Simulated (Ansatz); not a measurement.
# Two runs on MgO

System: MgO (2 atoms in the cell).
Method of the first run: Kohn-Sham DFT of a periodic cell, PBEsol with D3(BJ), Ansatz PAW, no spin polarisation (Ansatz 0.2.0).

The structure derives from a Materials Project entry. Text and figures count atoms from 1; the logs count them from 0 in places.

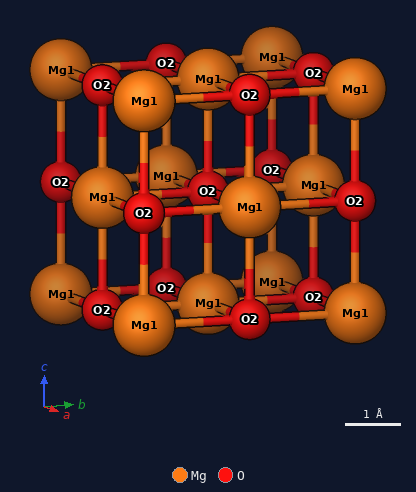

Fig. 1: The structure as given in the input (ball-and-stick view of the cell 4 times as large as that of the calculation, set on its symmetry axes, seen at an oblique angle; atoms are numbered from 1 in the order of the input).

## The input, the first run
```yaml
crystal:
  lattice:
    - [0.0, 2.0970013927, 2.0970013927]
    - [2.0970013927, 0.0, 2.0970013927]
    - [2.0970013927, 2.0970013927, 0.0]
  atoms:
    - { symbol: Mg, position: [0.0, 0.0, 0.0] }
    - { symbol: O, position: [0.5, 0.5, 0.5] }
hamiltonian:
  xc: pbesol
  pseudopotentials: { kind: paw }
  dispersion: d3bj
kpoints:
  mp_grid: { grid: [11, 11, 11] }
scf:
  occupations: { method: fermi_dirac, width: 0.05 }
output:
  forces: true
  stress: true
relax:
  f_tol: 0.01
  max_steps: 40
  cell: { stress_tol: 0.05 }
```

Launched with:
```bash
ansatz run input.yaml --threads 2 --pin off --max-ram 5632MiB --backend cpu --events-out ev --progress --plain --runs-dir out
```

Hardware: 2 threads of Arm Neoverse V2, 24 GiB of memory available, shared host.

## Output, shortened to warnings, some set-up lines, iterations and results (the first run)
```
Basis set: ecut = 420 eV, 339 PW (Γ), exchange–correlation on 40×40×40 points (8 copies of the dense FFT grid, shifted against one another)
Symmetry: 48 space group operations
k-points: 56 of 1331
Initial density: superposition of atomic densities (neutral atoms: chi_scale 0, normalization atom), corrected by the library's trained network
[...]
SCF iter   1: F=—  HF=-2476.384862 eV  |F-HF|=—  |Δ(HF+E_count)|=         —  Δρ=1.48e-2  dr2=3.18e-2  ethr=1.77e-3  ⟨swp⟩=5.4  Hψ=3847  notcnv=0
SCF iter   2: F=—  HF=-2476.376082 eV  |F-HF|=—  |Δ(HF+E_count)|=   8.78e-3  Δρ=4.14e-3  dr2=3.08e-3  ethr=1.99e-4  ⟨swp⟩=2.0  Hψ=1322  notcnv=0
SCF iter   3: F=—  HF=-2476.375287 eV  |F-HF|=—  |Δ(HF+E_count)|=   7.95e-4  Δρ=6.65e-4  dr2=4.36e-5  ethr=1.93e-5  ⟨swp⟩=2.1  Hψ=877  notcnv=0
SCF iter   4: F=—  HF=-2476.375266 eV  |F-HF|=—  |Δ(HF+E_count)|=   2.06e-5  Δρ=9.38e-5  dr2=6.62e-7  ethr=2.73e-7  ⟨swp⟩=2.5  Hψ=1094  notcnv=0
SCF iter   5: F=-2476.375266 eV  HF=-2476.375266 eV  |F-HF|=6.06e-8  |Δ(HF+E_count)|=   5.25e-7  Δρ=2.92e-5  dr2=6.68e-8  ethr=4.14e-9  ⟨swp⟩=2.1  Hψ=928  notcnv=0
[... 42 lines ...]
SCF iter   6: F=-2476.376750 eV  HF=-2476.376750 eV  |F-HF|=0.00e0  |Δ(HF+E_count)|=  4.55e-13  Δρ=1.27e-9  dr2=1.15e-16  ethr=1.00e-12  ⟨swp⟩=1.0  Hψ=672  notcnv=0
SCF iter   7: F=-2476.376750 eV  HF=-2476.376750 eV  |F-HF|=4.55e-13  |Δ(HF+E_count)|=    0.00e0  Δρ=2.70e-10  dr2=7.07e-18  ethr=1.00e-12  ⟨swp⟩=1.0  Hψ=672  notcnv=0
SCF iter   8: F=-2476.376750 eV  HF=-2476.376750 eV  |F-HF|=0.00e0  |Δ(HF+E_count)|=  4.55e-13  Δρ=9.91e-11  dr2=9.49e-19  ethr=1.00e-12  ⟨swp⟩=2.0  Hψ=1678  notcnv=0
SCF 6 converged in 8 iterations: F = -2476.376750 eV  dr2 = 9.49e-19
relax step   6: F+E_penalty+E_count = -2476.37674993 eV  Δ(F+E_penalty+E_count) = +1.525e-4 eV  max|allowed force component| = 7.519e-30 eV/Å  Δτ_max = 0.0000 Å  P = -0.004 …
basis re-selected at this cell: Δ(F+E_penalty+E_count) = +1.525e-4 eV, ΔP = -0.003 GPa vs the last step (what re-selecting the basis moved, of the pressure what is left beyond the Pulay correction that the steps carried, after the strain that the cell walked since its last selection, with what the …
SCF converged after 8 iterations
Free energy (F): -2476.376750 eV
Harris-Foulkes:  -2476.376750 eV  (|F-HF|=0.00e0)
Internal energy: -2476.376750 eV  (E = F + TS)
E sigma→0 (E₀):  -2476.376750 eV
Fermi energy:    10.847383 eV
--- Per-component energies (eV) ---
  E_band       = -286.609809
  E_kinetic    = 255.768236
  E_local      = -1584.436920  (includes V_loc(G=0)·N_el)
  E_nonlocal   = 143.799490
  E_hartree    = 546.784659
  E_xc         = -104.176074
  E_vxc        = -134.247013  (∫ρ·V_xc dr)
  E_paw        = -433.034012  (= ΣΔE_a)
  E_vpaw       = -61.065496  (= ΣTr[D̂ρ^β])
  E_aug_tail   = 0.002576  (compensation charges beyond the density's cutoff)
  E_ewald      = -1300.666240
  E_disp       = -0.512615  (pairwise vdW)
  E_core_change = 0.094150  (= ΣΔE_core)
  E_smearing   = -0.000000  (= −TS)
  E_closure    = -0.000000  (closes the sum)
  Σ components = -2476.376750   (vs F -2476.376750, Δ=0.00e0)
--- Forces (eV/Å), atoms counted from 1 ---
  atom   1  Mg    -0.00000000     0.00000000     0.00000000
  atom   2  O      0.00000000    -0.00000000     0.00000000
  max |Σ_I F_I| component: 1.44e-29 eV/Å
--- Stress (GPa, compression-positive) ---
       -0.003793      -0.000000      -0.000000
       -0.000000      -0.003793      -0.000000
       -0.000000      -0.000000      -0.003793
  P = ⅓ Tr σ = -0.0038 GPa (-0.038 kbar)
--- Relaxed structure (4 steps of the walk, 4 accepted, 2 SCFs on fresh bases) ---
  F+E_penalty+E_count = -2476.37674993 eV   max|allowed force component| = 7.519e-30 eV/Å   (the final SCF, on the basis selected at the relaxed cell)
  cell:  # Å, volume = 18.1994 Å³
    - [1.9107645123358472e-35, 2.0877348390352832, 2.0877348390352832]
    - [2.0877348390352832, -5.095372032895584e-35, 2.0877348390352832]
    - [2.0877348390352832, 2.0877348390352832, 5.604909236185149e-34]
  atoms:
    - { symbol: Mg, position: [-1.3154466275257442e-36, 1.315446627514868e-36, 2.272135083897247e-36] }
    - { symbol: O, position: [0.5, 0.5, 0.5] }
```

The second run used a changed input.

## The two runs side by side

| quantity | the first run | the second run |
| --- | --- | --- |
| outcome | converged | converged |
| free energy per atom (eV) | −1238.1884 | −1249.2333 |
| pressure (GPa) | 0.00 | 0.01 |
| volume per atom (Å³) | 9.10 | 9.24 |
| largest force (eV/Å) | 0.000 | 0.000 |
| SCF iterations | 40 | 24 |
| irreducible k-points | 56 | 56 |
| wall time (shared host) | 2.4 s | 1.6 s |

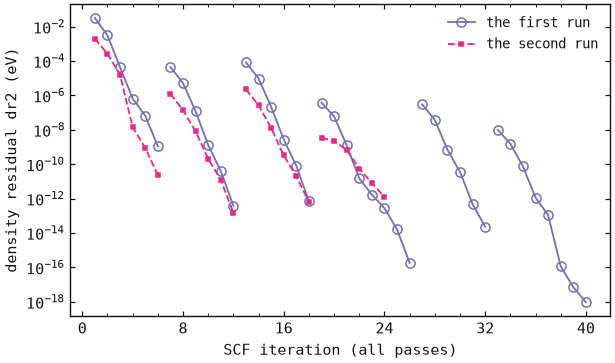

Fig. 2: Convergence of the two runs: density residual dr2 against the SCF iteration. A break in a curve parts two SCF passes. The first run takes 40 iterations in all, and the second run takes 24.

What was changed in the input?

The change (lines with − go, lines with + come):
```diff
-  xc: pbesol
+  xc: revpbe
```

The total energies belong to different methods, so their difference says nothing on which is more stable or more accurate. The volume per atom goes from 9.10 to 9.24 Å³. The functional changes from PBEsol to revPBE. The SCF takes 24 iterations over all geometry steps against 40.

## Output, shortened to warnings, some set-up lines, iterations and results (the second run)
```
Basis set: ecut = 420 eV, 339 PW (Γ), exchange–correlation on 40×40×40 points (8 copies of the dense FFT grid, shifted against one another)
Symmetry: 48 space group operations
k-points: 56 of 1331
Initial density: superposition of atomic densities (neutral atoms: chi_scale 0, normalization atom), corrected by the library's trained network
[...]
SCF iter   1: F=—  HF=-2498.467026 eV  |F-HF|=—  |Δ(HF+E_count)|=         —  Δρ=3.94e-3  dr2=1.99e-3  ethr=1.77e-3  ⟨swp⟩=5.5  Hψ=3823  notcnv=0
SCF iter   2: F=—  HF=-2498.466732 eV  |F-HF|=—  |Δ(HF+E_count)|=   2.94e-4  Δρ=1.36e-3  dr2=2.66e-4  ethr=1.24e-5  ⟨swp⟩=2.1  Hψ=1465  notcnv=0
SCF iter   3: F=—  HF=-2498.466720 eV  |F-HF|=—  |Δ(HF+E_count)|=   1.13e-5  Δρ=3.41e-4  dr2=1.64e-5  ethr=1.66e-6  ⟨swp⟩=2.0  Hψ=1027  notcnv=0
SCF iter   4: F=—  HF=-2498.466703 eV  |F-HF|=—  |Δ(HF+E_count)|=   1.70e-5  Δρ=1.60e-5  dr2=1.43e-8  ethr=1.03e-7  ⟨swp⟩=2.2  Hψ=1128  notcnv=0
SCF iter   5: F=-2498.466703 eV  HF=-2498.466703 eV  |F-HF|=3.47e-10  |Δ(HF+E_count)|=   5.34e-8  Δρ=3.11e-6  dr2=8.93e-10  ethr=8.94e-11  ⟨swp⟩=2.0  Hψ=1064  notcnv=0
[... 22 lines ...]
SCF iter   4: F=—  HF=-2498.466671 eV  |F-HF|=—  |Δ(HF+E_count)|=  8.04e-10  Δρ=8.36e-7  dr2=5.62e-11  ethr=4.35e-12  ⟨swp⟩=2.0  Hψ=1120  notcnv=0
SCF iter   5: F=-2498.466671 eV  HF=-2498.466671 eV  |F-HF|=4.09e-12  |Δ(HF+E_count)|=  1.91e-11  Δρ=3.26e-7  dr2=8.11e-12  ethr=1.00e-12  ⟨swp⟩=1.3  Hψ=749  notcnv=0
SCF iter   6: F=-2498.466671 eV  HF=-2498.466671 eV  |F-HF|=4.55e-13  |Δ(HF+E_count)|=    0.00e0  Δρ=1.39e-7  dr2=1.23e-12  ethr=1.00e-12  ⟨swp⟩=4.0  Hψ=2702  notcnv=0
SCF 4 converged in 6 iterations: F = -2498.466671 eV  dr2 = 1.23e-12
relax step   4: F+E_penalty+E_count = -2498.46667144 eV  Δ(F+E_penalty+E_count) = -5.397e-5 eV  max|allowed force component| = 3.800e-29 eV/Å  Δτ_max = 0.0000 Å  P = +0.013 …
basis re-selected at this cell: Δ(F+E_penalty+E_count) = -5.397e-5 eV, ΔP = +0.012 GPa vs the last step (what re-selecting the basis moved, of the pressure what is left beyond the Pulay correction that the steps carried, after the strain that the cell walked since its last selection, with what the …
SCF converged after 6 iterations
Free energy (F): -2498.466671 eV
Harris-Foulkes:  -2498.466671 eV  (|F-HF|=4.55e-13)
Internal energy: -2498.466671 eV  (E = F + TS)
E sigma→0 (E₀):  -2498.466671 eV
Fermi energy:    10.922875 eV
--- Per-component energies (eV) ---
  E_band       = -288.651154
  E_kinetic    = 256.427590
  E_local      = -1595.849530  (includes V_loc(G=0)·N_el)
  E_nonlocal   = 142.212514
  E_hartree    = 552.516196
  E_xc         = -105.715288
  E_vxc        = -135.207288  (∫ρ·V_xc dr)
  E_paw        = -452.813850  (= ΣΔE_a)
  E_vpaw       = -61.269312  (= ΣTr[D̂ρ^β])
  E_aug_tail   = 0.002499  (compensation charges beyond the density's cutoff)
  E_ewald      = -1294.055026
  E_disp       = -1.157939  (pairwise vdW)
  E_core_change = -0.033837  (= ΣΔE_core)
  E_smearing   = -0.000000  (= −TS)
  E_closure    = -0.000000  (closes the sum)
  Σ components = -2498.466671   (vs F -2498.466671, Δ=0.00e0)
--- Forces (eV/Å), atoms counted from 1 ---
  atom   1  Mg    -0.00000000     0.00000000     0.00000000
  atom   2  O      0.00000000    -0.00000000     0.00000000
  max |Σ_I F_I| component: 7.55e-29 eV/Å
--- Stress (GPa, compression-positive) ---
        0.012858      -0.000000      -0.000000
       -0.000000       0.012858      -0.000000
       -0.000000      -0.000000       0.012858
  P = ⅓ Tr σ = 0.0129 GPa (0.129 kbar)
--- Relaxed structure (3 steps of the walk, 3 accepted, 1 SCFs on fresh bases) ---
  F+E_penalty+E_count = -2498.46667144 eV   max|allowed force component| = 3.800e-29 eV/Å   (the final SCF, on the basis selected at the relaxed cell)
  cell:  # Å, volume = 18.4797 Å³
    - [-1.7737393098398873e-33, 2.098400893652949, 2.098400893652949]
    - [2.098400893652949, -2.7595992551694174e-34, 2.098400893652949]
    - [2.098400893652949, 2.098400893652949, -1.1325322694356224e-33]
  atoms:
    - { symbol: Mg, position: [2.6906862835303723e-37, -2.0927559982955996e-37, -4.1855119966265474e-37] }
    - { symbol: O, position: [0.49999999999999994, 0.49999999999999994, 0.49999999999999994] }
```

For the second run: Points of doubt noted for this run: forces on files of another functional.
